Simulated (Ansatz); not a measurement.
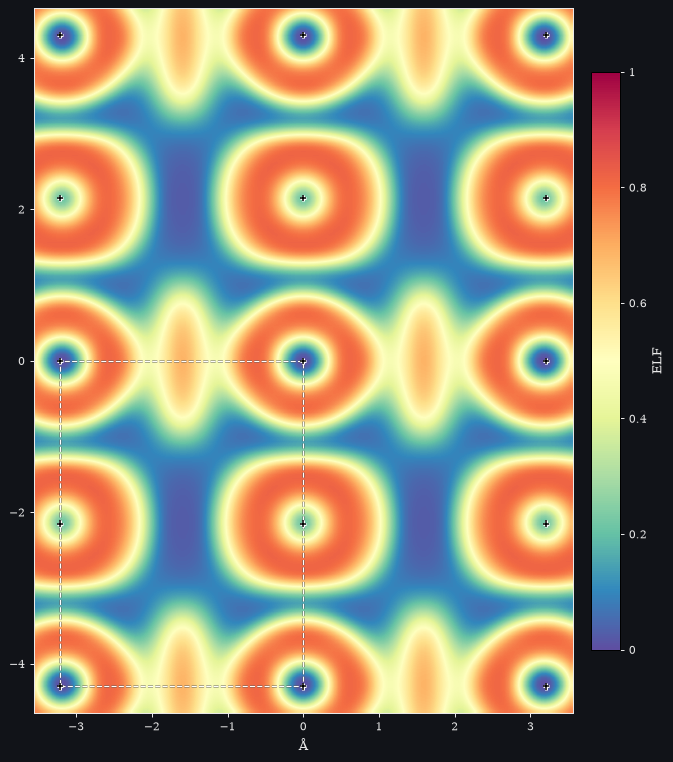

The ELF on a plane through atoms (crosses mark nuclei in the plane).

Method: Kohn-Sham DFT of a periodic cell, HSEsol, Ansatz PAW in Ansatz.

Candidates:
A. ZrO, a = 3.04 Å, b = 3.04 Å, c = 3.21 Å, α = 90.00°, β = 90.00°, γ = 90.01°. Space group P4/mmm; a generated structure, not necessarily the stable one.
B. GaN, a = 5.31 Å, b = 5.31 Å, c = 3.35 Å, α = 90.00°, β = 90.00°, γ = 120.00°. Space group P6/mmm; a generated structure, not necessarily the stable one.

Question: Which candidate gave the map?

Answer: Candidate A: ZrO on the (11̄0) plane of the conventional cell, which holds Zr and O. Zr–O (2.15 Å): the ELF peaks at about 0.80 in the valence shell of O, 0.6 Å from its nucleus, and drops to about 0.15 between the two atoms (no shared electron pair shows on this line). Zr–Zr (3.21 Å): the ELF peaks at about 0.70 between the atoms.
